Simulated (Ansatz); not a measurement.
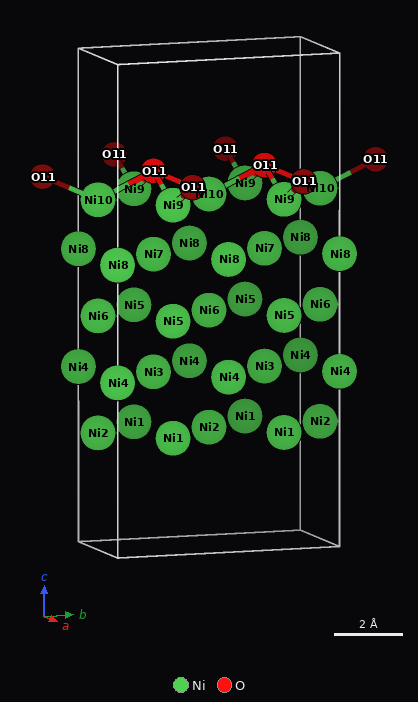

Fig. 1: The input geometry (ball-and-stick view of the 1 × 2 repeat of the cell, with the vacuum cut short, seen slightly off an axis; neighbours outside the cell are drawn fainter; atoms are numbered from 1 in the order of the input). An atom can appear more than once, as a periodic image.

Run report: Ni$_{10}$O, geometry relaxation (part 1 of 3)

The run: geometry relaxation of Ni$_{10}$O (slab, 11 atoms in the cell). Method and program: DFT PBE+D3(BJ), scalar-relativistic, plane waves, PAW, spin-polarised (Ansatz 0.2.0).

The structure derives from an entry of the Crystallography Open Database. The input holds or restrains some coordinates. Forces given for the steps count only the free coordinates. Figures and captions count atoms from 1; the log counts them from 0 in places.

The input:
```yaml
crystal:
  lattice:
    - [3.4781861089, 0.0, 0.0]
    - [0.0, 3.4781861089, 0.0]
    - [0.0, 0.0, 25.9563722178]
  atoms:
    - { symbol: Ni, position: [0.0, 0.5, 0.3274725732], spin: 0.84 }
    - { symbol: Ni, position: [0.5, 0.0, 0.3274725732], spin: 0.84 }
    - { symbol: Ni, position: [0.5, 0.5, 0.394473194], spin: 0.74 }
    - { symbol: Ni, position: [0.0, 0.0, 0.394473194], spin: 0.74 }
    - { symbol: Ni, position: [0.0, 0.5, 0.4621740688], spin: 0.74 }
    - { symbol: Ni, position: [0.5, 0.0, 0.4621740688], spin: 0.74 }
    - { symbol: Ni, position: [0.5, 0.5, 0.5299925552], spin: 0.74 }
    - { symbol: Ni, position: [0.0, 0.0, 0.5299925552], spin: 0.74 }
    - { symbol: Ni, position: [0.0, 0.5, 0.5958274598], spin: 0.83 }
    - { symbol: Ni, position: [0.5, 0.0, 0.5958274598], spin: 0.83 }
    - { symbol: O, position: [0.5, 0.5, 0.6258778842], spin: 2.0 }
basis:
  ecutwfc: 420
kpoints:
  mp_grid: { grid: [8, 8, 1] }
hamiltonian:
  xc: pbe
  dispersion: d3bj
scf:
  occupations: { method: gaussian, width: 0.1 }
output:
  forces: true
  eigenvalues: true
  populations: true
  write_density: true
  write_potential: true
  elf: true
  volumetric_format: npy
magnetization:
  spin_polarized: true
relax:
  adjacent_minimum: "off"
  f_tol: 0.03
  max_steps: 70
  constraints: [{ sites: [0, 1, 2, 3] }]
efield:
  axis: 3
  dipole_correction: true
```

Hardware: 4 threads of Intel Xeon (Sapphire Rapids), 64 GiB of memory available, shared host.

Run as:
```bash
ansatz run input.yaml --threads 4 --pin off --max-ram 10240MiB --backend cpu --events-out ev --progress --plain --runs-dir out
```

What the program printed:
```
Engine: ansatz 0.2.0, x86_64-unknown-linux-gnu
Pseudopotentials: kind: paw
Pseudopotential: Ni, paw, valence charge 18, recommended cutoff 420 eV (normal), Ni.paw.azcp
Pseudopotential: O, paw, valence charge 6, recommended cutoff 420 eV (normal), O.paw.azcp
Functional definition: PBE
  parameter kappa = 0.804
  parameter beta = 0.06672455060314922
  exchange = pbe_x(kappa = kappa, mu = beta*pi^2/3)
  correlation = pbe_c(beta = beta)
Crystal: 11 atoms, lattice volume = 314.014 Å³
Basis set: ecut = 420 eV, 6099 PW (Γ), exchange–correlation on 48×48×360 points (8 copies of the dense FFT grid, shifted against one another)
Bands: 118, of which v1, the nominal top of the filled ones, is band 93 counted from 1 (92 counted from 0)
Symmetry: 8 space group operations
k-points: 15 of 64
Non-local potential: Ni, projectors of the file, l = 0: 3, l = 1: 2, l = 2: 3, l = 3: 1
Non-local potential: O, projectors of the file, l = 0: 2, l = 1: 2, l = 2: 1
PAW form: soft (Blöchl's): semilocal exchange-correlation on the pseudo side does not see the compensation charge
PAW one-centre angular grid: Ni, 590 points (default); XC on 64 Gauss nodes
PAW one-centre angular grid: O, 110 points (default); XC on 64 Gauss nodes
Initial density: superposition of atomic densities (neutral atoms: chi_scale 0, normalization atom)
Starting moments: Σ|m| = 9.78 μB on 11 of 11 sites
Initial wavefunctions: pseudopotential atomic-orbital guess
Functional: x = pbe(κ = 0.804, μ = 0.2195149727645171), c = pbe(β = 0.06672455060314922)
SCF iter   1: F=—  HF=-58951.977539 eV  |F-HF|=—  |Δ(HF+E_count)|=         —  Δρ=3.94e-2 (↑2.29e-2 ↓3.94e-2)  dr2=1.46e1  dr2_m=1.88e0  M=8.639 μB ∫|m|=9.057 μB  β_m=1.00  ethr=3.10e-3  p=-0.000 e·Å  D=-2.83e-6 V/Å  ΔV_dip=0.00 eV  dr2_dipole=9.27e-1  V_vac-E_F(+/−)=7.05/7.05 eV  ⟨swp⟩=9.6  Hψ=17886  notcnv=0  defer=169
Mixer restart at iter 1: flushing history
efield: sawtooth ramp at fractional position 0.9267 (placed from the atoms, in the widest stretch of the axis that holds none; the zero of the levels goes with the place), width 0.1000; the density the first Hamiltonian is built on has a dipole p = -0.000 e·Å; the dipole correction subtracts the counter field D = -2.83e-6 V/Å, which shifts the + side's vacuum level by +0.00 eV against the − side's; the planar-averaged density in the ramp window peaks in size at 8.4e-6 e/Å³
preconditioner: auto → LDOS  [metal: Δε(μ)=0.008 eV  Ē_g=8.405 eV  σ=0.100 eV  W_gap=0.04  n_scr=80 (ndim 8)  ℏωp=21.6 eV  f_vac=0.597  D(μ)=19.58/eV (n_scr^D=194)]
spin=Collinear: LDOS preconditioning applied to the charge; magnetization (m = ρ↑ − ρ↓) channel mixes plain (no charge-response kernel on spin).
SCF iter   2: F=—  HF=-58954.363341 eV  |F-HF|=—  |Δ(HF+E_count)|=    2.39e0  Δρ=1.64e-2 (↑1.64e-2 ↓1.54e-2)  dr2=3.52e0  dr2_m=8.44e-2  M=8.167 μB ∫|m|=8.938 μB  β_m=0.32  ethr=3.10e-3  p=0.015 e·Å  D=8.57e-3 V/Å  ΔV_dip=-0.22 eV  dr2_dipole=3.68e-1  V_vac-E_F(+/−)=5.96/6.19 eV  ⟨swp⟩=2.5  Hψ=5900  notcnv=0  defer=441
density mixer auto → msr1: a metal under ldos (density of states about μ 3.53 of a free-electron gas's, 80 screened modes)
SCF iter   3: F=—  HF=-58959.319657 eV  |F-HF|=—  |Δ(HF+E_count)|=    4.96e0  Δρ=7.62e-3 (↑7.25e-3 ↓7.62e-3)  dr2=7.93e-1  dr2_m=4.75e-2  M=8.050 μB ∫|m|=8.871 μB  β_m=0.42  ethr=1.89e-3  p=0.016 e·Å  D=8.95e-3 V/Å  ΔV_dip=-0.23 eV  dr2_dipole=1.54e-1  V_vac-E_F(+/−)=5.44/5.67 eV  ⟨swp⟩=2.6  Hψ=5531  notcnv=0  defer=444
SCF iter   4: F=—  HF=-58963.333688 eV  |F-HF|=—  |Δ(HF+E_count)|=    4.01e0  Δρ=7.60e-3 (↑4.90e-3 ↓7.60e-3)  dr2=2.40e-1  dr2_m=3.29e-2  M=7.856 μB ∫|m|=8.768 μB  β_m=0.71  ethr=4.26e-4  p=0.006 e·Å  D=3.50e-3 V/Å  ΔV_dip=-0.09 eV  dr2_dipole=8.43e-4  V_vac-E_F(+/−)=5.17/5.26 eV  ⟨swp⟩=2.3  Hψ=5592  notcnv=0  defer=459
SCF iter   5: F=—  HF=-58964.569168 eV  |F-HF|=—  |Δ(HF+E_count)|=         —  Δρ=5.79e-3 (↑5.05e-3 ↓5.79e-3)  dr2=4.75e-2  dr2_m=6.91e-2  M=7.329 μB ∫|m|=8.206 μB  β_m=0.71  ethr=1.29e-4  p=-0.019 e·Å  D=-1.12e-2 V/Å  ΔV_dip=0.29 eV  dr2_dipole=1.22e-4  V_vac-E_F(+/−)=5.31/5.02 eV  ⟨swp⟩=2.0  Hψ=6581  notcnv=0  defer=471
SCF iter   6: F=—  HF=-58964.580438 eV  |F-HF|=—  |Δ(HF+E_count)|=   1.13e-2  Δρ=4.65e-3 (↑2.70e-3 ↓4.65e-3)  dr2=2.81e-2  dr2_m=3.11e-2  M=7.136 μB ∫|m|=7.992 μB  β_m=0.85  ethr=2.56e-5  p=-0.019 e·Å  D=-1.10e-2 V/Å  ΔV_dip=0.29 eV  dr2_dipole=2.45e-4  V_vac-E_F(+/−)=5.32/5.04 eV  ⟨swp⟩=2.6  Hψ=6366  notcnv=0  defer=474
SCF iter   7: F=—  HF=-58964.597627 eV  |F-HF|=—  |Δ(HF+E_count)|=   1.72e-2  Δρ=4.53e-3 (↑2.63e-3 ↓4.53e-3)  dr2=7.47e-2  dr2_m=8.01e-3  M=7.070 μB ∫|m|=7.912 μB  β_m=0.75  ethr=1.51e-5  p=-0.024 e·Å  D=-1.37e-2 V/Å  ΔV_dip=0.36 eV  dr2_dipole=2.69e-5  V_vac-E_F(+/−)=5.30/4.94 eV  ⟨swp⟩=2.8  Hψ=6788  notcnv=0  defer=471
SCF iter   8: F=—  HF=-58964.580865 eV  |F-HF|=—  |Δ(HF+E_count)|=   1.68e-2  Δρ=1.71e-3 (↑1.55e-3 ↓1.71e-3)  dr2=1.66e-2  dr2_m=1.03e-3  M=6.988 μB ∫|m|=7.812 μB  β_m=0.60  ethr=1.51e-5  p=-0.021 e·Å  D=-1.22e-2 V/Å  ΔV_dip=0.32 eV  dr2_dipole=1.76e-7  V_vac-E_F(+/−)=5.27/4.96 eV  ⟨swp⟩=2.5  Hψ=6479  notcnv=0  defer=473
SCF iter   9: F=—  HF=-58964.575732 eV  |F-HF|=—  |Δ(HF+E_count)|=   5.13e-3  Δρ=7.07e-4 (↑4.05e-4 ↓7.07e-4)  dr2=1.00e-3  dr2_m=5.86e-4  M=6.970 μB ∫|m|=7.798 μB  β_m=0.75  ethr=8.92e-6  p=-0.022 e·Å  D=-1.27e-2 V/Å  ΔV_dip=0.33 eV  dr2_dipole=2.15e-5  V_vac-E_F(+/−)=5.29/4.96 eV  ⟨swp⟩=2.6  Hψ=6139  notcnv=0  defer=468
SCF iter  10: F=—  HF=-58964.575741 eV  |F-HF|=—  |Δ(HF+E_count)|=   8.34e-6  Δρ=3.89e-4 (↑1.82e-4 ↓3.89e-4)  dr2=6.00e-4  dr2_m=7.11e-5  M=6.958 μB ∫|m|=7.786 μB  β_m=0.65  ethr=5.40e-7  p=-0.023 e·Å  D=-1.31e-2 V/Å  ΔV_dip=0.34 eV  dr2_dipole=2.60e-5  V_vac-E_F(+/−)=5.29/4.95 eV  ⟨swp⟩=2.7  Hψ=6564  notcnv=0  defer=468
SCF iter  11: F=—  HF=-58964.575631 eV  |F-HF|=—  |Δ(HF+E_count)|=   1.09e-4  Δρ=1.93e-4 (↑7.90e-5 ↓1.93e-4)  dr2=1.38e-4  dr2_m=1.82e-5  M=6.949 μB ∫|m|=7.776 μB  β_m=0.55  ethr=3.22e-7  p=-0.022 e·Å  D=-1.28e-2 V/Å  ΔV_dip=0.33 eV  dr2_dipole=1.08e-5  V_vac-E_F(+/−)=5.28/4.95 eV  ⟨swp⟩=2.0  Hψ=5009  notcnv=0  defer=468
SCF iter  12: F=—  HF=-58964.575602 eV  |F-HF|=—  |Δ(HF+E_count)|=   2.97e-5  Δρ=4.81e-5 (↑4.34e-5 ↓4.81e-5)  dr2=3.45e-6  dr2_m=5.30e-6  M=6.949 μB ∫|m|=7.775 μB  β_m=0.78  ethr=7.42e-8  p=-0.022 e·Å  D=-1.29e-2 V/Å  ΔV_dip=0.33 eV  dr2_dipole=8.12e-7  V_vac-E_F(+/−)=5.28/4.95 eV  ⟨swp⟩=2.0  Hψ=4995  notcnv=0  defer=468
SCF iter  13: F=—  HF=-58964.575607 eV  |F-HF|=—  |Δ(HF+E_count)|=   5.11e-6  Δρ=8.79e-5 (↑4.06e-5 ↓8.79e-5)  dr2=6.82e-5  dr2_m=2.92e-6  M=6.950 μB ∫|m|=7.776 μB  β_m=0.73  ethr=1.85e-9  p=-0.022 e·Å  D=-1.28e-2 V/Å  ΔV_dip=0.33 eV  dr2_dipole=1.27e-5  V_vac-E_F(+/−)=5.28/4.95 eV  ⟨swp⟩=3.0  Hψ=7661  notcnv=0  defer=468
SCF iter  14: F=-58964.575598 eV  HF=-58964.575605 eV  |F-HF|=7.72e-6  |Δ(HF+E_count)|=   1.47e-6  Δρ=4.14e-5 (↑1.64e-5 ↓4.14e-5)  dr2=7.92e-6  dr2_m=6.43e-7  M=6.949 μB ∫|m|=7.775 μB  ethr=1.85e-9  p=-0.022 e·Å  D=-1.28e-2 V/Å  ΔV_dip=0.33 eV  dr2_dipole=1.66e-7  V_vac-E_F(+/−)=5.28/4.95 eV  ⟨swp⟩=21.5  Hψ=38426  notcnv=0
SCF 1 converged in 14 iterations: F = -58964.575598 eV  dr2 = 7.92e-6
  greatest PAW one-centre occupation: 1.001 electrons in one spin orbital (limit 2), on the Ni atom at site 8 (counted from 0), in its partial waves of l = 1
relax step   1: F+E_penalty+E_count = -58964.57559766 eV  Δ(F+E_penalty+E_count) = +0.000e0 eV  max|allowed force component| = 1.034e0 eV/Å  Δτ_max = 0.0000 Å  (14 SCF iters, dr2 threshold 2.25e-5 eV, accepted)
Initial density: handed on by an earlier stage of this run
Starting moments: Σ|m| = 9.78 μB on 11 of 11 sites; this step starts from the density that it was given
Initial wavefunctions: those handed on with the density
iter 1 solved again at ethr=2.65e-5 eV; its pass at ethr=3.10e-3 eV (dr2=4.92e-2 eV) is discarded
SCF iter   1: F=—  HF=-58964.632551 eV  |F-HF|=—  |Δ(HF+E_count)|=         —  Δρ=3.92e-3 (↑3.21e-3 ↓3.92e-3)  dr2=5.31e-2  dr2_m=2.79e-2  M=6.986 μB ∫|m|=7.821 μB  β_m=1.00  ethr=2.65e-5  p=-0.022 e·Å  D=-1.28e-2 V/Å  ΔV_dip=0.33 eV  dr2_dipole=1.44e-2  V_vac-E_F(+/−)=5.30/4.97 eV  ⟨swp⟩=2.0  Hψ=12226  notcnv=0  defer=437
efield: sawtooth ramp at fractional position 0.9267 (handed on by an earlier solve), width 0.1000; the density the first Hamiltonian is built on has a dipole p = -0.022 e·Å; the dipole correction subtracts the counter field D = -1.28e-2 V/Å, which shifts the + side's vacuum level by +0.33 eV against the − side's; the planar-averaged density in the ramp window peaks in size at 1.8e-5 e/Å³
preconditioner: auto → LDOS  [metal: Δε(μ)=0.008 eV  Ē_g=8.264 eV  σ=0.100 eV  W_gap=0.04  n_scr=12 (ndim 8)  ℏωp=21.6 eV  f_vac=0.606  D(μ)=19.60/eV (n_scr^D=194)]
spin=Collinear: LDOS preconditioning applied to the charge; magnetization (m = ρ↑ − ρ↓) channel mixes plain (no charge-response kernel on spin).
SCF iter   2: F=—  HF=-58964.648691 eV  |F-HF|=—  |Δ(HF+E_count)|=   1.61e-2  Δρ=1.17e-3 (↑1.16e-3 ↓1.17e-3)  dr2=2.59e-2  dr2_m=7.87e-4  M=7.009 μB ∫|m|=7.840 μB  β_m=0.33  ethr=2.65e-5  p=-0.025 e·Å  D=-1.45e-2 V/Å  ΔV_dip=0.38 eV  dr2_dipole=9.73e-3  V_vac-E_F(+/−)=5.35/4.98 eV  ⟨swp⟩=2.1  Hψ=4872  notcnv=0  defer=463
density mixer auto → msr1: a metal under ldos (density of states about μ 3.41 of a free-electron gas's, 80 screened modes)
SCF iter   3: F=—  HF=-58964.648345 eV  |F-HF|=—  |Δ(HF+E_count)|=   3.46e-4  Δρ=9.21e-4 (↑9.21e-4 ↓5.52e-4)  dr2=9.49e-3  dr2_m=6.52e-4  M=7.021 μB ∫|m|=7.851 μB  β_m=0.55  ethr=1.39e-5  p=-0.027 e·Å  D=-1.55e-2 V/Å  ΔV_dip=0.40 eV  dr2_dipole=3.46e-3  V_vac-E_F(+/−)=5.37/4.97 eV  ⟨swp⟩=1.8  Hψ=3996  notcnv=0  defer=463
SCF iter   4: F=—  HF=-58964.649535 eV  |F-HF|=—  |Δ(HF+E_count)|=   1.19e-3  Δρ=6.68e-4 (↑2.72e-4 ↓6.68e-4)  dr2=1.90e-3  dr2_m=3.64e-4  M=7.040 μB ∫|m|=7.871 μB  β_m=0.52  ethr=5.10e-6  p=-0.027 e·Å  D=-1.55e-2 V/Å  ΔV_dip=0.40 eV  dr2_dipole=3.25e-4  V_vac-E_F(+/−)=5.37/4.97 eV  ⟨swp⟩=1.6  Hψ=4157  notcnv=0  defer=463
SCF iter   5: F=—  HF=-58964.649467 eV  |F-HF|=—  |Δ(HF+E_count)|=   6.73e-5  Δρ=3.84e-4 (↑3.84e-4 ↓2.59e-4)  dr2=2.07e-4  dr2_m=2.53e-4  M=7.049 μB ∫|m|=7.881 μB  β_m=0.66  ethr=1.02e-6  p=-0.027 e·Å  D=-1.56e-2 V/Å  ΔV_dip=0.40 eV  dr2_dipole=2.91e-5  V_vac-E_F(+/−)=5.37/4.96 eV  ⟨swp⟩=2.2  Hψ=5663  notcnv=0  defer=463
SCF iter   6: F=—  HF=-58964.649593 eV  |F-HF|=—  |Δ(HF+E_count)|=   1.25e-4  Δρ=2.69e-4 (↑2.40e-4 ↓2.69e-4)  dr2=2.32e-4  dr2_m=9.95e-5  M=7.067 μB ∫|m|=7.900 μB  β_m=0.61  ethr=1.11e-7  p=-0.027 e·Å  D=-1.57e-2 V/Å  ΔV_dip=0.41 eV  dr2_dipole=4.16e-6  V_vac-E_F(+/−)=5.37/4.96 eV  ⟨swp⟩=2.8  Hψ=6959  notcnv=0  defer=460
SCF iter   7: F=—  HF=-58964.649521 eV  |F-HF|=—  |Δ(HF+E_count)|=   7.18e-5  Δρ=1.24e-4 (↑1.24e-4 ↓9.50e-5)  dr2=5.75e-5  dr2_m=2.25e-5  M=7.078 μB ∫|m|=7.911 μB  β_m=0.62  ethr=1.11e-7  p=-0.027 e·Å  D=-1.57e-2 V/Å  ΔV_dip=0.41 eV  dr2_dipole=1.48e-6  V_vac-E_F(+/−)=5.36/4.96 eV  ⟨swp⟩=2.3  Hψ=6281  notcnv=0  defer=463
SCF iter   8: F=—  HF=-58964.649526 eV  |F-HF|=—  |Δ(HF+E_count)|=   5.36e-6  Δρ=6.97e-5 (↑5.15e-5 ↓6.97e-5)  dr2=2.29e-5  dr2_m=2.84e-6  M=7.082 μB ∫|m|=7.916 μB  β_m=0.57  ethr=3.09e-8  p=-0.027 e·Å  D=-1.57e-2 V/Å  ΔV_dip=0.41 eV  dr2_dipole=1.01e-7  V_vac-E_F(+/−)=5.36/4.96 eV  ⟨swp⟩=2.7  Hψ=6516  notcnv=0  defer=460
SCF iter   9: F=-58964.649511 eV  HF=-58964.649527 eV  |F-HF|=1.62e-5  |Δ(HF+E_count)|=   6.44e-7  Δρ=6.74e-5 (↑3.11e-5 ↓6.74e-5)  dr2=1.97e-5  dr2_m=2.22e-6  M=7.081 μB ∫|m|=7.916 μB  ethr=1.23e-8  p=-0.027 e·Å  D=-1.56e-2 V/Å  ΔV_dip=0.41 eV  dr2_dipole=3.93e-8  V_vac-E_F(+/−)=5.36/4.96 eV  ⟨swp⟩=19.1  Hψ=36784  notcnv=0
SCF 2 converged in 9 iterations: F = -58964.649511 eV  dr2 = 1.97e-5
  greatest PAW one-centre occupation: 1.001 electrons in one spin orbital (limit 2), on the Ni atom at site 9 (counted from 0), in its partial waves of l = 1
relax step   2: F+E_penalty+E_count = -58964.64951064 eV  Δ(F+E_penalty+E_count) = -7.391e-2 eV  max|allowed force component| = 6.936e-1 eV/Å  Δτ_max = 0.0544 Å  (9 SCF iters, dr2 threshold 6.68e-5 eV, accepted)
```
